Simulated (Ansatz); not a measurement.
System: NaCl.

Input file:

```
crystal:
  lattice:
    - [0.0, 2.83175, 2.83175]
    - [2.83175, 0.0, 2.83175]
    - [2.83175, 2.83175, 0.0]
  atoms:
    - { symbol: Na, position: [-0.1589123334, 0.0529707778, -0.0529707778] }
    - { symbol: Cl, position: [0.5, 0.5, 0.5] }
basis:
  ecutwfc: 420
kpoints:
  mp_grid: { grid: [8, 8, 8] }
hamiltonian:
  xc: pbesol
scf:
  occupations: { method: gaussian, width: 0.05 }
output:
  forces: true
  stress: true
  eigenvalues: true
  write_density: true
  write_potential: true
  elf: true
  volumetric_format: npy
```

Run with:

```sh
ansatz run input.yaml --threads 1 --pin off --max-ram 2560MiB --backend cpu --events-out ev --progress --plain --runs-dir out
```

Below, planes, directions and counts refer to the conventional cell (a = 5.66 Å, b = 5.66 Å, c = 4.00 Å, α = 90.00°, β = 135.00°, γ = 90.00°).

Space group Cm; changed on purpose from its base cell (atom 1 (Na) moved by (-0.600, -0.300) A along y and z); not relaxed (largest force 2.0 eV/Å); computed pressure about 5 GPa in this cell.

The calculation used DFT PBEsol, scalar-relativistic, plane waves, PAW (Ansatz).

Predict the valence pseudo-density and electron localisation function between the atoms.

Na–Cl (2.25 Å): ρ is about 0.41 e/Å³ halfway; the ELF peaks at about 0.90 in the valence shell of Cl, 0.7 Å from its nucleus, and falls to about 0.05 next to Na (a largely ionic contact).
Na–Cl (2.60 Å): the density is about 0.21 e/Å³ at the midpoint; the ELF peaks at about 0.90 in the valence shell of Cl, 0.8 Å from its nucleus, and falls to about 0.05 next to Na: an ionic contact with no shared pair.

Does the calculation give a band gap?

It is gapped, with a Kohn–Sham gap of 4.9 eV on the k-point mesh (the band edges may lie off the mesh, which would make the gap smaller).

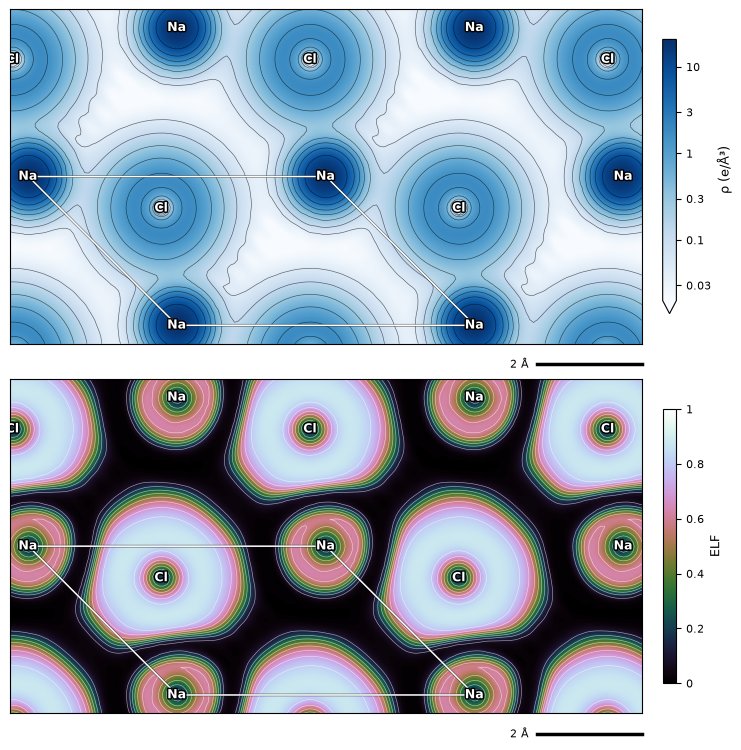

Computed valence pseudo-density and electron localisation function on the (010) plane of the conventional cell, in this order. 

The density is the valence pseudo-density of a PAW calculation; it isn't the true density close to the nuclei.
